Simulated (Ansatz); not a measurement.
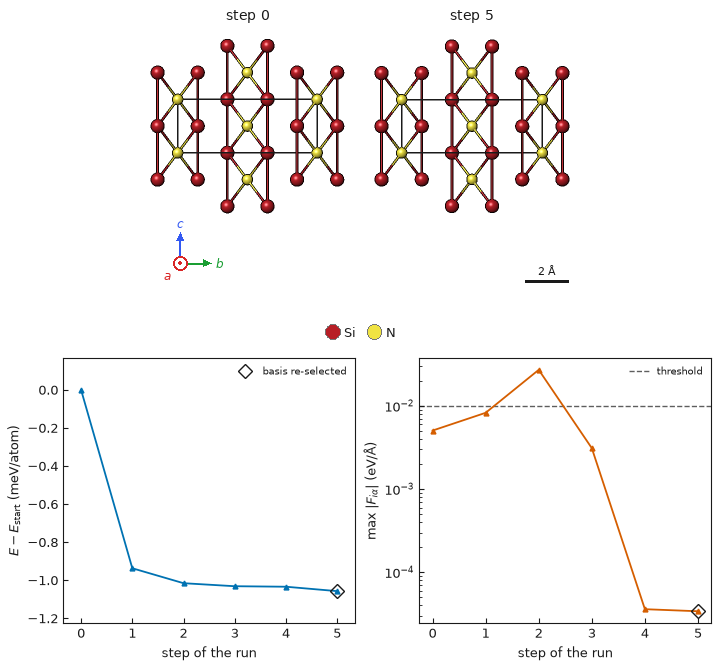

First and last geometry of a relaxation of solid Si2N (a generated structure, set up in P4_2/mnm), with the history of the run. The picture is a ball-and-stick view of the cell of the calculation, seen along the a axis.

Case: Hf → Si on all its sites, cell and atoms relaxed.

Level of theory: DFT r2SCAN, scalar-relativistic, plane waves, PAW (Ansatz 0.2.0).

The input:
```yaml
crystal:
  lattice:
    - [6.6372554736, 0.0, 0.0]
    - [0.0, 6.6372554736, 0.0]
    - [0.0, 0.0, 2.5457276446]
  atoms:
    - { symbol: Si, position: [0.3561680164, 0.3561680164, 0.0] }
    - { symbol: Si, position: [0.6438319836, 0.6438319836, 0.0] }
    - { symbol: Si, position: [0.8561680164, 0.1438319836, 0.5] }
    - { symbol: Si, position: [0.1438319836, 0.8561680164, 0.5] }
    - { symbol: "N", position: [0.0, 0.0, 0.0] }
    - { symbol: "N", position: [0.5, 0.5, 0.5] }
basis:
  ecutwfc: 500
kpoints:
  mp_grid: { grid: [6, 6, 14] }
hamiltonian:
  xc: r2scan
scf:
  occupations: { method: gaussian, width: 0.1 }
output:
  forces: true
  stress: true
  eigenvalues: true
relax:
  adjacent_minimum: "off"
  f_tol: 0.01
  max_steps: 60
  cell: { stress_tol: 0.1 }
```

Run as
```bash
ansatz run input.yaml --threads 1 --pin off --max-ram 2560MiB --backend cpu --events-out ev --progress --plain --runs-dir out
```

> Did the run converge, and what did it change?

It converged. The largest moves relative to the cell, 0.009 Å, are those of Si1, Si2, Si3 and Si4. Si1 goes along [1 1 0]. N stays in place. The volume changes by +1.1 %, with a = b 6.637 → 6.694 Å (+0.9 %), c 2.546 → 2.531 Å (−0.6 %). Among the contacts that change: Si1–Si1 2.546 → 2.531 Å. The space group stays P4_2/mnm (No. 136). After 4 accepted moves (5 points after the start) the energy has fallen by 1.1 meV per atom. Largest force component: 0.005 eV/Å at the start, under 0.0001 eV/Å at the end. Pressure: −0.39 GPa at the start and 0.00 GPa at the end. At 1 point the geometry stayed and the basis and grid were re-selected for the new cell (energy shift of less than 0.05 meV per atom at most each time).

```json
{"step": "0", "E − E(0), meV/atom": "0.00", "largest force component, eV/Å": "0.0050", "pressure, GPa": "-0.39", "volume, Å³/atom": "18.691", "note": ""}
{"step": "1", "E − E(0), meV/atom": "-0.94", "largest force component, eV/Å": "0.0083", "pressure, GPa": "-0.27", "volume, Å³/atom": "19.031", "note": ""}
{"step": "2", "E − E(0), meV/atom": "-1.01", "largest force component, eV/Å": "0.0271", "pressure, GPa": "-0.10", "volume, Å³/atom": "18.898", "note": ""}
{"step": "3", "E − E(0), meV/atom": "-1.03", "largest force component, eV/Å": "0.0031", "pressure, GPa": "0.06", "volume, Å³/atom": "18.886", "note": ""}
{"step": "4", "E − E(0), meV/atom": "-1.03", "largest force component, eV/Å": "0.0000", "pressure, GPa": "0.00", "volume, Å³/atom": "18.897", "note": ""}
{"step": "5", "E − E(0), meV/atom": "-1.06", "largest force component, eV/Å": "0.0000", "pressure, GPa": "0.00", "volume, Å³/atom": "18.897", "note": "same geometry, new basis"}
```

Limits of the set-up: layers or molecules are held without a dispersion correction, so their spacing is unreliable.
